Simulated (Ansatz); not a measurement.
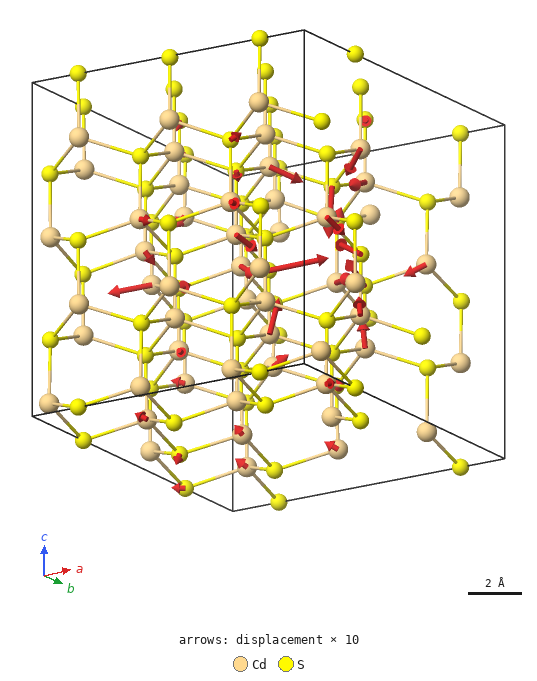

This is a relaxation of a defect cell of composition Cd₄₇S₄₈ (cell charge −2). The starting structure is drawn; red arrows show the displacements, 10 times their true length.

A ball-and-stick model of the cell of the calculation (origin shifted), seen from a free direction.

These are results of DFT, PBEsol, PAW, plane waves (Ansatz), not measurements. Settings: plane-wave cutoff 420 eV; k-point mesh 1 × 1 × 1; mesh shifted by (0.25, 0.25, 0.25); collinear spin; atoms relaxed in a fixed cell; force threshold 0.03 eV/Å; at most 80 steps.

Q: What did the optimiser do to the structure, and how much energy did it gain?

A: An S atom moves most: 0.24 Å roughly along [3 2 1]. By element the largest moves are S 0.24 Å, Cd 0.18 Å. The lattice vectors keep their values. Near-neighbour distances that change, for instance: Cd–S 2.560 → 2.460 Å, Cd–S 2.464 → 2.557 Å, Cd–S 2.457 → 2.541 Å, Cd–S 2.540 → 2.457 Å. Among the angles between lasting bonds that change: S–Cd–S 107.6° → 117.5°, Cd–S–Cd 107.3° → 116.5°, S–Cd–S 108.2° → 117.4°. The energy falls by 0.910 eV per cell of the calculation in 3 geometry steps. Largest force component: 0.83 eV/Å at the start, 0.018 eV/Å at the end. The program noted that the starting moments weren't kept. The run took 18 s on 1 × NVIDIA GB300 Max-Q with 8 threads of Arm Neoverse-V2, peak memory 2.9 GiB.

Limits of the set-up: the cell is charged, on a uniform background, and energies carry no finite-size correction.
